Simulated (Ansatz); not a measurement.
## Geometry relaxation of P

- system: P (1 atom in the cell)
- method: DFT r2SCAN, scalar-relativistic, plane waves, PAW, no spin polarisation (Ansatz 0.2.0)

The structure derives from an entry of the Crystallography Open Database. It belongs to a series of runs on one base structure; here: biaxial strain in the a-b plane, c and atoms relaxed: +3.0 %. Figures and captions count atoms from 1; the log counts them from 0 in places.

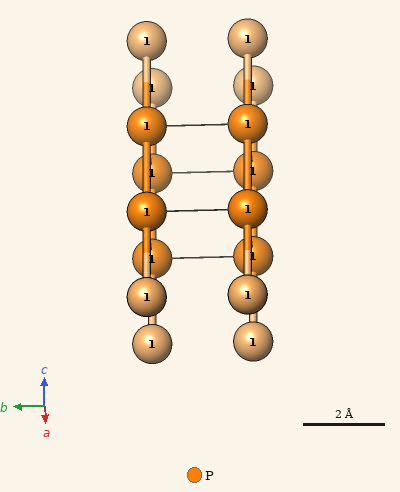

The input geometry (ball-and-stick view of the cell of the calculation, seen at an oblique angle; neighbours outside the cell are drawn fainter; atoms are numbered from 1 in the order of the input). An atom can appear more than once, as a periodic image.

### Summary

| quantity | value |
| --- | --- |
| outcome | converged |
| space group (tolerance 0.01 Å) | P4/mmm (123) |
| electrons treated | 5 |
| free energy | −758.9938 eV |
| Fermi energy | 10.243 eV |
| gap on the k-point mesh | none (metallic) |
| pressure | −5.67 GPa |
| final volume | 15.28 Å³ |
| largest force (length of the vector) at the end | under 0.001 eV/Å |
| final cell | a = 2.510 Å, b = 2.510 Å, c = 2.424 Å, α = 90.00°, β = 90.00°, γ = 90.00° |
| hardware | 1 thread of AMD EPYC (Zen 3), 189 GiB of memory available, shared host |
| wall time | 2.6 min |
| peak memory | 0.51 GiB |

### Input file
```yaml
crystal:
  lattice:
    - [2.510467102, 0.0, 0.0]
    - [0.0, 2.510467102, 0.0]
    - [0.0, 0.0, 2.3934744603]
  atoms:
    - { symbol: P, position: [0.0, 0.0, 0.0] }
basis:
  ecutwfc: 500
kpoints:
  mp_grid: { grid: [22, 22, 22] }
hamiltonian:
  xc: r2scan
scf:
  occupations: { method: gaussian, width: 0.1 }
output:
  forces: true
  stress: true
  eigenvalues: true
relax:
  adjacent_minimum: "off"
  f_tol: 0.008
  max_steps: 40
  cell: { stress_tol: 0.015, fix: [a, b, gamma] }
```

Launch command:
```bash
ansatz run input.yaml --threads 1 --pin off --max-ram 2560MiB --backend cpu --events-out ev --progress --plain --runs-dir out
```

### Log
```
Engine: ansatz 0.2.0, x86_64-unknown-linux-gnu
Pseudopotentials: kind: paw
Pseudopotential: P, paw, valence charge 5, recommended cutoff 500 eV (meta_gga), P.paw.azcp
Functional definition: r2SCAN
  parameter k0 = 0.174
  parameter k1 = 0.065
  parameter a1 = 4.9479
  exchange = r2scan_x(k0 = k0, k1 = k1, a1 = a1)
  correlation = r2scan_c
Crystal: 1 atoms, lattice volume = 15.085 Å³
Basis set: ecut = 500 eV, 381 PW (Γ), exchange–correlation on 80×80×72 points (64 copies of the dense FFT grid, shifted against one another)
Bands: 7, of which v1, the nominal top of the filled ones, is band 3 counted from 1 (2 counted from 0)
Symmetry: 16 space group operations
Space group: P4/mmm (ITA 123), of the structure as read, at distance tolerance 2.5e-5 Å
k-points: 936 of 10648
Non-local potential: P, projectors of the file, l = 0: 2, l = 1: 2, l = 2: 2
PAW form: soft (Blöchl's): semilocal exchange-correlation on the pseudo side does not see the compensation charge
PAW frozen core: P, regenerated for the run's functional (the file was generated under x = pbe(κ = 0.804, μ = 0.2195149727645171), c = pbe(β = 0.06672455060314922))
PAW one-centre angular grid: P, 302 points (default); XC on 160 Gauss nodes
Initial density: superposition of atomic densities (neutral atoms: chi_scale 0, normalization atom), corrected by the library's trained network
Initial wavefunctions: pseudopotential atomic-orbital guess
Functional: x = r2scan, c = r2scan; τ floored in thin density (d = 2e-4 eV/Å³)
SCF iter   1: F=—  HF=-758.970324 eV  |F-HF|=—  |Δ(HF+E_count)|=         —  Δρ=5.28e-3  dr2=2.23e-3  dr2_τ=4.60e-3  ethr=1.77e-3  ⟨swp⟩=6.3  Hψ=62369  notcnv=0
preconditioner: auto → none  [metal: Δε(μ)=0.001 eV  Ē_g=16.470 eV  σ=0.100 eV  W_gap=0.01  n_scr=0 (ndim 8)  ℏωp=21.4 eV  f_vac=0.000  D(μ)=0.39/eV (n_scr^D=0)]
SCF iter   2: F=—  HF=-758.991126 eV  |F-HF|=—  |Δ(HF+E_count)|=   2.08e-2  Δρ=3.05e-3  dr2=7.55e-4  dr2_τ=2.41e-5  ethr=4.47e-5  ⟨swp⟩=2.0  Hψ=20206  notcnv=0  defer=385
SCF iter   3: F=—  HF=-758.991472 eV  |F-HF|=—  |Δ(HF+E_count)|=   3.46e-4  Δρ=3.02e-4  dr2=1.22e-5  dr2_τ=1.03e-6  ethr=1.51e-5  ⟨swp⟩=2.0  Hψ=8477  notcnv=0  defer=385
SCF iter   4: F=—  HF=-758.991484 eV  |F-HF|=—  |Δ(HF+E_count)|=   1.16e-5  Δρ=8.96e-5  dr2=9.10e-7  dr2_τ=5.03e-8  ethr=2.44e-7  ⟨swp⟩=2.1  Hψ=8532  notcnv=0  defer=385
iter 5 did not close the SCF: its close was put off for the readings that it lacked (scf_convergence_deferred on its scf_iter line)
SCF iter   5: F=-758.991485 eV  HF=-758.991485 eV  |F-HF|=5.45e-8  |Δ(HF+E_count)|=   1.12e-6  Δρ=1.87e-5  dr2=3.31e-8  dr2_τ=2.41e-9  ethr=1.82e-8  ⟨swp⟩=2.1  Hψ=8511  notcnv=0  defer=385
SCF iter   6: F=-758.991485 eV  HF=-758.991485 eV  |F-HF|=1.03e-11  |Δ(HF+E_count)|=   5.92e-8  Δρ=4.74e-7  dr2=3.01e-11  dr2_τ=2.38e-12  ethr=6.63e-10  ⟨swp⟩=5.7  Hψ=39669  notcnv=0
SCF 1 converged in 6 iterations: F = -758.991485 eV  dr2 = 3.01e-11
  greatest PAW one-centre occupation: 0.799 electrons in one spin orbital (limit 2), on the P atom at site 0 (counted from 0), in its partial waves of l = 0
relax step   1: F+E_penalty+E_count = -758.99148478 eV  Δ(F+E_penalty+E_count) = +0.000e0 eV  max|allowed force component| = 0.000e0 eV/Å  Δτ_max = 0.0000 Å  P = -4.146 GPa  Ω = 15.085 Å³  fix = [a, b, gamma]  reactions: a -8.091, b -8.091 GPa  (6 SCF iters, dr2 threshold 1.00e-7 eV, accepted)
Crystal: 1 atoms, lattice volume = 15.174 Å³
Initial density: handed on by an earlier stage of this run
Initial wavefunctions: those handed on with the density
iter 1 solved again at ethr=3.09e-7 eV; its pass at ethr=3.10e-3 eV (dr2=1.54e-5 eV) is discarded
SCF iter   1: F=—  HF=-758.992984 eV  |F-HF|=—  |Δ(HF+E_count)|=         —  Δρ=3.99e-4  dr2=1.88e-5  dr2_τ=3.27e-5  ethr=3.09e-7  ⟨swp⟩=3.0  Hψ=64220  notcnv=0
preconditioner: auto → none  [metal: Δε(μ)=0.017 eV  Ē_g=16.370 eV  σ=0.100 eV  W_gap=0.10  n_scr=0 (ndim 8)  ℏωp=21.3 eV  f_vac=0.000  D(μ)=0.36/eV (n_scr^D=0)]
SCF iter   2: F=—  HF=-758.993107 eV  |F-HF|=—  |Δ(HF+E_count)|=   1.23e-4  Δρ=2.41e-4  dr2=6.27e-6  dr2_τ=1.23e-7  ethr=3.09e-7  ⟨swp⟩=2.0  Hψ=8895  notcnv=0
SCF iter   3: F=—  HF=-758.993108 eV  |F-HF|=—  |Δ(HF+E_count)|=   1.51e-6  Δρ=3.69e-5  dr2=2.15e-7  dr2_τ=6.87e-9  ethr=1.25e-7  ⟨swp⟩=2.1  Hψ=8878  notcnv=0
SCF iter   4: F=-758.993108 eV  HF=-758.993108 eV  |F-HF|=2.07e-9  |Δ(HF+E_count)|=   5.29e-8  Δρ=5.43e-6  dr2=3.68e-9  dr2_τ=1.08e-10  ethr=2.00e-9  ⟨swp⟩=6.2  Hψ=34621  notcnv=0
SCF 2 converged in 4 iterations: F = -758.993108 eV  dr2 = 3.68e-9
relax step   2: F+E_penalty+E_count = -758.99310813 eV  Δ(F+E_penalty+E_count) = -1.623e-3 eV  max|allowed force component| = 0.000e0 eV/Å  Δτ_max = 0.0000 Å  P = -4.867 GPa  Ω = 15.174 Å³  energy of the carried Pulay correction = -1.221e-5 eV  fix = [a, b, gamma]  reactions: a -8.337, b -8.337 GPa  (4 SCF iters, dr2 threshold 1.00e-7 eV, accepted)
Crystal: 1 atoms, lattice volume = 15.285 Å³
iter 1 solved again at ethr=5.06e-7 eV; its pass at ethr=3.10e-3 eV (dr2=2.53e-5 eV) is discarded
SCF iter   1: F=—  HF=-758.993573 eV  |F-HF|=—  |Δ(HF+E_count)|=         —  Δρ=5.02e-4  dr2=3.07e-5  dr2_τ=4.85e-5  ethr=5.06e-7  ⟨swp⟩=3.0  Hψ=65190  notcnv=0
preconditioner: auto → none  [metal: Δε(μ)=0.008 eV  Ē_g=16.306 eV  σ=0.100 eV  W_gap=0.04  n_scr=0 (ndim 8)  ℏωp=21.2 eV  f_vac=0.000  D(μ)=0.35/eV (n_scr^D=0)]
SCF iter   2: F=—  HF=-758.993760 eV  |F-HF|=—  |Δ(HF+E_count)|=   1.87e-4  Δρ=2.99e-4  dr2=9.87e-6  dr2_τ=1.80e-7  ethr=5.06e-7  ⟨swp⟩=2.0  Hψ=8893  notcnv=0
SCF iter   3: F=—  HF=-758.993762 eV  |F-HF|=—  |Δ(HF+E_count)|=   2.24e-6  Δρ=4.22e-5  dr2=2.90e-7  dr2_τ=9.40e-9  ethr=1.97e-7  ⟨swp⟩=2.1  Hψ=8869  notcnv=0
SCF iter   4: F=-758.993762 eV  HF=-758.993762 eV  |F-HF|=3.22e-9  |Δ(HF+E_count)|=   6.33e-8  Δρ=6.61e-6  dr2=5.15e-9  dr2_τ=1.58e-10  ethr=2.00e-9  ⟨swp⟩=6.3  Hψ=35643  notcnv=0
SCF 3 converged in 4 iterations: F = -758.993762 eV  dr2 = 5.15e-9
  greatest PAW one-centre occupation: 0.800 electrons in one spin orbital (limit 2), on the P atom at site 0 (counted from 0), in its partial waves of l = 0
relax step   3: F+E_penalty+E_count = -758.99376187 eV  Δ(F+E_penalty+E_count) = -6.537e-4 eV  max|allowed force component| = 0.000e0 eV/Å  Δτ_max = 0.0000 Å  P = -5.702 GPa  Ω = 15.285 Å³  energy of the carried Pulay correction = -2.724e-5 eV  fix = [a, b, gamma]  reactions: a -8.503, b -8.503 GPa  (4 SCF iters, dr2 threshold 1.00e-7 eV, accepted)
Crystal: 1 atoms, lattice volume = 15.280 Å³
iter 1 solved again at ethr=1.47e-9 eV; its pass at ethr=3.10e-3 eV (dr2=7.34e-8 eV) is discarded
SCF iter   1: F=—  HF=-758.993764 eV  |F-HF|=—  |Δ(HF+E_count)|=         —  Δρ=2.50e-5  dr2=8.83e-8  dr2_τ=1.03e-7  ethr=1.47e-9  ⟨swp⟩=2.9  Hψ=62852  notcnv=0
preconditioner: auto → none  [metal: Δε(μ)=0.010 eV  Ē_g=16.312 eV  σ=0.100 eV  W_gap=0.05  n_scr=0 (ndim 8)  ℏωp=21.2 eV  f_vac=0.000  D(μ)=0.35/eV (n_scr^D=0)]
SCF iter   2: F=—  HF=-758.993764 eV  |F-HF|=—  |Δ(HF+E_count)|=   4.41e-7  Δρ=1.45e-5  dr2=2.65e-8  dr2_τ=3.58e-10  ethr=1.47e-9  ⟨swp⟩=2.0  Hψ=8892  notcnv=0
SCF iter   3: F=-758.993764 eV  HF=-758.993764 eV  |F-HF|=4.80e-11  |Δ(HF+E_count)|=   5.93e-9  Δρ=1.83e-6  dr2=5.69e-10  dr2_τ=1.78e-11  ethr=5.02e-10  ⟨swp⟩=5.2  Hψ=26778  notcnv=0
SCF 4 converged in 3 iterations: F = -758.993764 eV  dr2 = 5.69e-10
relax step   4: F+E_penalty+E_count = -758.99376426 eV  Δ(F+E_penalty+E_count) = -2.390e-6 eV  max|allowed force component| = 0.000e0 eV/Å  Δτ_max = 0.0000 Å  P = -5.666 GPa  Ω = 15.280 Å³  energy of the carried Pulay correction = -2.655e-5 eV  fix = [a, b, gamma]  reactions: a -8.495, b -8.495 GPa  (3 SCF iters, dr2 threshold 2.51e-8 eV, accepted)
Initial wavefunctions: pseudopotential atomic-orbital guess (no wavefunctions were taken with the density)
iter 1 solved again at ethr=2.22e-7 eV; its pass at ethr=3.10e-3 eV (dr2=1.11e-5 eV) is discarded
SCF iter   1: F=—  HF=-758.993790 eV  |F-HF|=—  |Δ(HF+E_count)|=         —  Δρ=1.07e-5  dr2=1.90e-9  dr2_τ=6.79e-9  ethr=2.22e-7  ⟨swp⟩=3.5  Hψ=82728  notcnv=0
eigensolver tolerance schedule: the retry pair's looser diagonalisation over-reported the residual by 5836.80 of it (diagonalisation noise at 0.72 of the residual, at the tolerance the schedule requests for it); recorded, not acted on — ethr = c·dr2/N_el stays at c = 1.0e-1
SCF iter   2: F=—  HF=-758.993790 eV  |F-HF|=—  |Δ(HF+E_count)|=   4.62e-8  Δρ=5.52e-6  dr2=3.92e-10  dr2_τ=7.62e-10  ethr=3.81e-11  ⟨swp⟩=2.6  Hψ=9771  notcnv=0
SCF iter   3: F=—  HF=-758.993790 eV  |F-HF|=—  |Δ(HF+E_count)|=   7.28e-9  Δρ=7.34e-7  dr2=1.06e-11  dr2_τ=8.80e-12  ethr=7.85e-12  ⟨swp⟩=2.0  Hψ=8994  notcnv=0
SCF iter   4: F=-758.993790 eV  HF=-758.993790 eV  |F-HF|=2.27e-13  |Δ(HF+E_count)|=  1.21e-10  Δρ=4.42e-8  dr2=9.44e-14  dr2_τ=6.95e-14  ethr=1.00e-12  ⟨swp⟩=7.4  Hψ=33637  notcnv=0
SCF 5 converged in 4 iterations: F = -758.993790 eV  dr2 = 9.44e-14
relax step   5: F+E_penalty+E_count = -758.99378989 eV  Δ(F+E_penalty+E_count) = -2.563e-5 eV  max|allowed force component| = 0.000e0 eV/Å  Δτ_max = 0.0000 Å  P = -5.666 GPa  Ω = 15.280 Å³  fix = [a, b, gamma]  reactions: a -8.496, b -8.496 GPa  stress off target by 8.07e-3 GPa on what of the cell is left free  SCF on the basis re-selected at this cell (its energy is not comparable with the rows above)  (4 SCF iters)
```

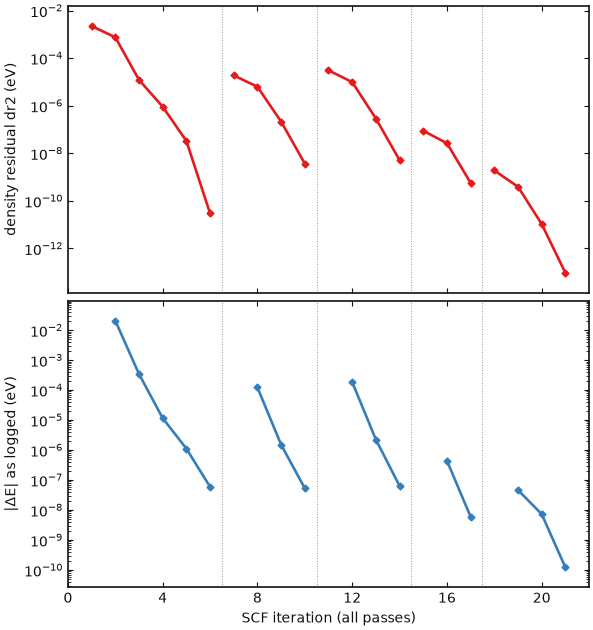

Convergence of the self-consistent field: density residual dr2 and size of the energy change against the SCF iteration. The dotted lines part the SCF passes of the relaxation: geometry steps, rejected trials and re-solves on a re-selected basis. The 5 passes take 3 to 6 iterations each, 21 in all.

```
basis re-selected at this cell: Δ(F+E_penalty+E_count) = -2.563e-5 eV, ΔP = -0.001 GPa vs the last step (what re-selecting the basis moved, of the pressure what is left beyond the Pulay correction that the steps carried, after the strain that the cell walked since its last selection, with what the two solves' SCF thresholds leave and, on support functions, any second-order correction that the steps lacked; it is no measure of the basis error at this ecutwfc). This SCF's stress stands 8.07e-3 GPa from its target on what of the cell is left free (relax.cell.stress_tol is 1.50e-2 GPa) and its largest allowed force component is 0.00e0 eV/Å (relax.f_tol is 8.00e-3 eV/Å): within both
SCF converged after 4 iterations
Free energy (F): -758.993790 eV
Harris-Foulkes:  -758.993790 eV  (|F-HF|=2.27e-13)
Internal energy: -758.992033 eV  (E = F + TS)
E sigma→0 (E₀):  -758.992912 eV
Entropy (-TS):   -0.001756 eV (-1.756 meV/atom)
Fermi energy:    10.242556 eV
--- Per-component energies (eV) ---
  E_band       = 16.855825
  E_kinetic    = 70.258769
  E_local      = -28.027539  (includes V_loc(G=0)·N_el)
  E_nonlocal   = 32.575534
  E_hartree    = 6.135434
  E_xc         = -58.524994
  E_vxc        = -65.557048  (∫ρ·V_xc dr)
  E_paw        = -575.594700  (= ΣΔE_a)
  E_vpaw       = -7.720526  (= ΣTr[D̂ρ^β])
  E_aug_tail   = 0.000000  (compensation charges beyond the density's cutoff)
  E_vtau       = 3.055767  (kinetic-family band-sum trace: ∫τ·v_τ [+ j·A + Jᵃ·Aᵃ] dr)
  E_ewald      = -205.723696
  E_core_change = -0.090842  (= ΣΔE_core)
  E_smearing   = -0.001756  (= −TS)
  E_closure    = 0.000000  (closes the sum)
  Σ components = -758.993790   (vs F -758.993790, Δ=0.00e0)
--- Forces (eV/Å), atoms counted from 1 ---
  atom   1  P      0.00000000     0.00000000     0.00000000
  max |Σ_I F_I| component: 1.26e-32 eV/Å
--- Stress (GPa, compression-positive) ---
       -8.495587       0.000000       0.000000
        0.000000      -8.495587       0.000000
        0.000000       0.000000      -0.008065
  P = ⅓ Tr σ = -5.6664 GPa (-56.664 kbar)
--- Band table (eV; the first three rows and the last of 936) ---
  k-point 0: bands = ["-6.5885", "14.8266", "14.8266", "16.3337", "17.1778", "17.5180", "25.2980"]
  k-point 1: bands = ["-6.5377", "14.8675", "14.8675", "15.1229", "17.2187", "18.6140", "25.5164"]
  k-point 2: bands = ["-6.3858", "13.4321", "14.9894", "14.9894", "17.3404", "19.9454", "26.1797"]
  k-point 935: bands = ["7.4560", "8.1927", "8.1927", "8.2489", "15.2451", "15.2451", "15.7326"]
--- Relaxed structure (4 steps of the walk, 4 accepted, 1 SCFs on fresh bases) ---
  F+E_penalty+E_count = -758.99378989 eV   max|allowed force component| = 0.000e0 eV/Å   (the final SCF, on the basis selected at the relaxed cell)
  cell:  # Å, volume = 15.2796 Å³
    - [2.510467102, 0.0, 0.0]
    - [0.0, 2.510467102, 0.0]
    - [0.0, 0.0, 2.4243884878263233]
  atoms:
    - { symbol: P, position: [0.0, 0.0, 0.0] }
```

### Trajectory as extended XYZ (Å, eV, eV/Å), 5 frames, from step=1 to step=5
```
1
Lattice="2.5105 0.0000 0.0000 0.0000 2.5105 0.0000 0.0000 0.0000 2.3935" Properties=species:S:1:pos:R:3:forces:R:3 step=1 energy=-758.99149 pressure_GPa=-4.15
P     0.0000    0.0000    0.0000    0.0000   0.0000   0.0000
1
Lattice="2.5105 0.0000 0.0000 0.0000 2.5105 0.0000 0.0000 0.0000 2.4076" Properties=species:S:1:pos:R:3:forces:R:3 step=2 energy=-758.99311 pressure_GPa=-4.87
P     0.0000    0.0000    0.0000    0.0000   0.0000   0.0000
1
Lattice="2.5105 0.0000 0.0000 0.0000 2.5105 0.0000 0.0000 0.0000 2.4252" Properties=species:S:1:pos:R:3:forces:R:3 step=3 energy=-758.99376 pressure_GPa=-5.70
P     0.0000    0.0000    0.0000    0.0000   0.0000   0.0000
1
Lattice="2.5105 0.0000 0.0000 0.0000 2.5105 0.0000 0.0000 0.0000 2.4244" Properties=species:S:1:pos:R:3:forces:R:3 step=4 energy=-758.99376 pressure_GPa=-5.67
P     0.0000    0.0000    0.0000    0.0000   0.0000   0.0000
1
Lattice="2.5105 0.0000 0.0000 0.0000 2.5105 0.0000 0.0000 0.0000 2.4244" Properties=species:S:1:pos:R:3:forces:R:3 step=5 energy=-758.99379 pressure_GPa=-5.67
P     0.0000    0.0000    0.0000    0.0000   0.0000   0.0000
```

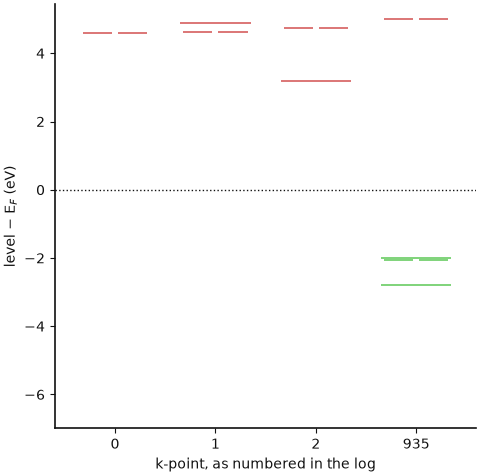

Kohn–Sham levels near the Fermi level (dotted) at the few k-points that the log prints; levels within 0.02 eV of each other stand side by side. The system is metallic on the full mesh.
